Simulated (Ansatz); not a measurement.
# Glassy 58SiO2-11Na2O-13BaO-18CaO (mol %) (102 atoms), the frame at 50 fs of a trajectory (instantaneous temperature 921 K)

The starting structure: 102 atoms (22 Si, 8 Na, 5 Ba, 7 Ca, 60 O) placed at random at 3.02 g/cm³, melted at 4000 K for 10 ps at fixed volume with the Morse and Coulomb pair potential with partial charges (Pedone, Malavasi, Menziani, Cormack and Segre, J. Phys. Chem. B 110, 11780 (2006)). Quenched from 4000 K to 300 K at 50 K/ps and fixed volume, held 10 ps at zero pressure.

Calculated values (Ansatz 0.2.0, Kohn-Sham DFT, PBE, PAW (set soft_2), plane waves; cutoff 420 eV, Γ point, fermi-dirac smearing of 0.078 eV; density 3.06 g/cm³) for the frame at 50 fs of a trajectory (instantaneous temperature 921 K).

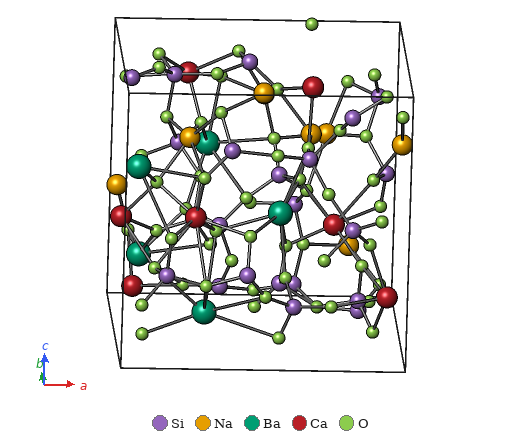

The structure (silicon purple, sodium orange, barium teal, calcium red, oxygen green). Bonds to atoms that aren't drawn are left out. Some periodic images of atoms are drawn too.

Cell vectors (Å):

```
11.396 0.000 0.000
0.000 11.396 0.000
0.000 0.000 11.396
```

Positions (Å):

```
1 Si 5.169 6.618 10.957
2 Si 7.345 10.479 4.036
3 Si 9.211 1.361 5.470
4 Si 2.436 7.155 7.443
5 Si 9.013 0.472 10.374
6 Si 6.997 2.643 1.911
7 Si 3.059 5.699 4.644
8 Si 10.531 9.187 8.902
9 Si 6.570 5.580 2.093
10 Si 4.375 9.270 0.918
11 Si 9.905 8.395 0.240
12 Si 7.443 2.269 8.149
13 Si 10.825 7.593 6.146
14 Si 7.364 10.003 0.853
15 Si 2.156 6.114 10.540
16 Si 4.281 1.209 8.738
17 Si 4.238 8.133 3.757
18 Si 1.790 0.960 3.596
19 Si 6.580 8.274 5.843
20 Si 9.725 5.458 1.445
21 Si 0.306 3.691 11.033
22 Si 5.015 0.859 3.677
23 Na 0.217 10.400 4.757
24 Na 5.916 8.886 9.033
25 Na 11.273 4.777 8.120
26 Na 2.707 3.853 8.552
27 Na 9.608 11.315 2.133
28 Na 8.529 10.179 7.055
29 Na 5.452 0.857 11.253
30 Na 7.711 6.529 8.032
31 Ba 0.555 1.288 8.014
32 Ba 3.791 10.515 6.510
33 Ba 3.466 3.454 1.435
34 Ba 6.450 4.388 5.318
35 Ba 1.036 8.148 2.519
36 Ca 0.999 11.321 0.321
37 Ca 2.965 2.475 5.607
38 Ca 7.603 4.257 10.594
39 Ca 0.075 4.344 5.105
40 Ca 10.721 2.762 2.343
41 Ca 8.748 6.923 4.181
42 Ca 2.881 9.400 9.722
43 O 6.383 9.205 7.100
44 O 9.809 5.064 3.002
45 O 10.659 8.164 4.636
46 O 8.089 5.617 1.125
47 O 10.310 0.447 6.099
48 O 1.904 0.441 5.271
49 O 0.430 9.969 9.374
50 O 2.917 8.871 4.219
51 O 3.807 6.597 3.394
52 O 10.022 8.506 7.437
53 O 7.465 3.923 8.156
54 O 1.012 7.741 6.700
55 O 8.459 1.904 2.144
56 O 1.595 5.861 4.114
57 O 1.445 4.798 11.168
58 O 7.747 9.187 4.967
59 O 11.178 3.262 9.665
60 O 6.822 6.381 3.427
61 O 4.805 8.208 10.968
62 O 4.786 8.434 2.217
63 O 10.271 8.197 10.066
64 O 3.837 2.158 10.058
65 O 10.367 0.549 11.255
66 O 6.710 4.114 2.711
67 O 5.281 8.146 4.901
68 O 10.794 9.568 1.002
69 O 8.216 1.752 6.842
70 O 10.252 7.028 0.991
71 O 7.867 11.209 11.307
72 O 10.231 6.038 6.295
73 O 0.769 0.022 2.617
74 O 5.615 6.091 0.976
75 O 9.333 10.444 9.161
76 O 5.784 10.139 0.557
77 O 3.829 5.689 10.703
78 O 7.319 6.840 6.063
79 O 4.287 10.969 9.165
80 O 10.287 4.406 0.448
81 O 3.397 8.388 7.929
82 O 1.370 2.454 3.505
83 O 8.595 1.835 9.481
84 O 3.208 1.323 7.558
85 O 9.978 2.592 4.548
86 O 5.802 1.615 2.585
87 O 3.898 4.338 4.557
88 O 1.884 6.102 8.766
89 O 3.375 1.007 3.169
90 O 3.333 6.338 6.275
91 O 6.468 3.114 0.492
92 O 6.316 6.564 9.863
93 O 5.593 10.801 3.998
94 O 6.124 1.403 8.504
95 O 5.130 1.652 5.084
96 O 8.048 0.491 4.439
97 O 0.963 2.654 0.705
98 O 1.580 7.495 10.988
99 O 1.424 3.581 6.747
100 O 2.958 10.059 0.760
101 O 7.721 10.083 2.502
102 O 8.273 8.676 0.287
```

**Question.** What force acts on each atom?

Columns: atom, fx, fy, fz (forces in eV/Å).

```
1 0.210 0.414 -2.638
2 -2.404 1.243 0.111
3 -0.369 2.062 -1.417
4 -0.457 -0.460 -1.129
5 3.176 -1.774 -2.139
6 1.888 -1.783 1.996
7 1.127 1.329 0.321
8 -1.455 3.680 -0.643
9 4.784 1.430 0.597
10 0.709 -0.295 -1.022
11 1.024 2.672 0.286
12 1.763 1.041 1.373
13 0.866 -1.356 1.999
14 1.671 -1.983 0.089
15 0.793 1.266 -2.649
16 1.357 -0.388 3.656
17 -2.610 -0.738 -1.864
18 -1.198 -3.553 1.396
19 0.558 -0.788 0.272
20 -2.571 3.834 1.615
21 -1.000 -1.309 2.992
22 -2.827 1.799 3.886
23 -0.174 -0.021 0.483
24 -0.220 -0.006 0.964
25 0.016 0.576 -0.480
26 0.349 0.049 0.086
27 0.699 0.132 -0.281
28 -0.167 0.559 -0.035
29 0.141 0.323 -0.313
30 0.370 -0.424 1.014
31 -0.670 -0.011 -0.712
32 0.645 -1.266 -1.953
33 -0.557 -0.153 0.216
34 -0.525 -0.270 0.253
35 0.605 -0.360 0.084
36 -1.017 -0.284 0.787
37 0.191 0.688 -0.373
38 0.581 0.817 -1.432
39 0.313 0.029 -0.230
40 -0.550 -0.689 0.816
41 0.694 -0.123 0.380
42 -1.653 -0.563 1.124
43 -0.084 0.363 -0.113
44 1.223 0.393 -0.281
45 -0.142 0.524 0.660
46 -0.844 -0.516 -0.292
47 0.673 -1.715 0.599
48 -0.508 0.445 -2.266
49 3.165 1.024 -1.177
50 -0.469 1.271 -0.110
51 0.421 -0.855 0.935
52 1.057 0.107 -0.243
53 -0.610 -1.185 0.627
54 0.684 -0.443 0.620
55 -1.696 1.870 -1.094
56 -2.546 -0.941 0.198
57 1.633 1.869 -0.510
58 -0.140 0.495 -1.087
59 -0.070 -0.423 -2.336
60 -0.443 0.788 -0.187
61 -2.381 1.367 1.209
62 0.027 1.141 0.087
63 -1.256 -3.421 1.561
64 0.515 -0.666 -1.264
65 -1.244 1.372 -0.887
66 -0.774 -2.981 0.606
67 1.943 0.492 1.823
68 -0.919 -1.472 -0.396
69 0.542 -0.246 -2.346
70 0.149 -3.002 1.697
71 -1.021 1.034 0.392
72 0.568 1.175 -0.505
73 0.863 0.670 1.229
74 -1.062 -0.914 1.180
75 -0.665 1.391 0.370
76 -0.665 0.440 0.837
77 -2.024 0.108 -0.150
78 -0.486 0.514 -0.910
79 0.254 1.300 -0.281
80 1.756 -2.409 -2.021
81 -1.024 -1.305 -0.001
82 -0.729 3.096 0.174
83 -1.225 -0.759 0.152
84 0.470 1.016 0.052
85 -2.032 -1.551 1.964
86 1.970 1.968 -4.049
87 0.306 -0.847 0.342
88 1.117 0.339 -0.024
89 2.548 -0.726 -1.073
90 -0.953 -0.453 -0.291
91 -1.058 -1.100 -1.100
92 0.524 -1.174 -0.318
93 2.676 -2.636 -0.206
94 -2.558 0.147 -0.089
95 -0.500 0.158 0.106
96 1.253 -0.329 1.110
97 -0.355 -0.709 -0.312
98 1.075 0.468 0.975
99 -1.046 -0.242 0.170
100 1.785 -0.898 -0.549
101 0.044 -0.050 -1.710
102 -1.820 1.277 1.017
```

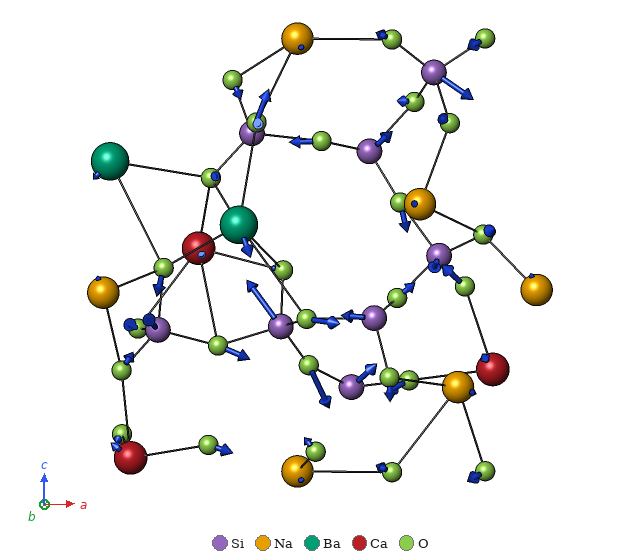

The forces as arrows, the longest 5.13 eV/Å. Drawn is a slice 4 Å thick, seen along the normal of the ac plane.

The quench rate of 50 K/ps is many orders above laboratory rates, so the cell is likely richer in defects and strain than a real sample. The network of bonds at the start is that of the classical potential that made the cell. Only the Γ point is sampled, in a cell whose shortest periodic width is 11 Å.

The r.m.s. force component is 1.33 eV/Å; the longest force, 5.13 eV/Å, acts on Si22. The energy lies 15.0 meV/atom above that of the first step of this run.

[Logs are printed without paths, hosts, clocks, repeated set-up lines and the standing remarks that a program may print on its own settings, such as how far it seeks lower states.]

[Hosts, paths, dates, database ids (printed as entryN), source tags and the programs' standing remarks are cut or masked in the printed files.]
